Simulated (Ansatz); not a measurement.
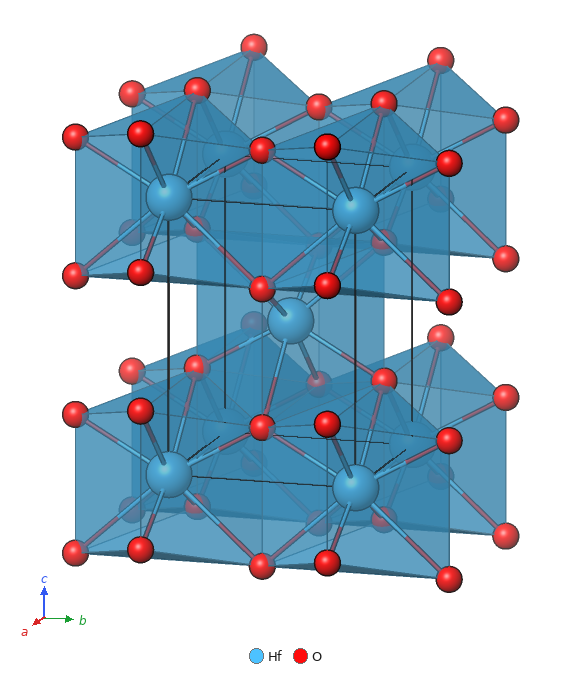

The structure above is drawn in polyhedral style and viewed slightly off an axis. The conventional unit cell is outlined; an atom on or near a face, edge or corner is repeated at each equivalent position. Some atoms of the next cells are drawn as well.

HfO2, space group P4_2/nmc (No. 137), a = 3.60 Å, b = 3.60 Å, c = 5.26 Å, α = 90.00°, β = 90.00°, γ = 90.00°.

Results below were computed with DFT PBE, scalar-relativistic, plane waves, PAW (Ansatz 0.2.0); the settings were wavefunction cutoff 420 eV, k-point mesh 6×6×4, Gaussian smearing of 0.02 eV, no spin polarisation.

Q: Classify it as metallic or gapped, with the value.

A: An insulator at this level, with a gap of 4.67 eV.

Q: What is the pressure at this volume?

A: The computed pressure is 0.0 GPa, close to zero.

Its origin is a structure listed in the Materials Project. Earlier steps of the study may have refined or changed the cell and positions. Ansatz was used for an electronic-structure calculation on it.
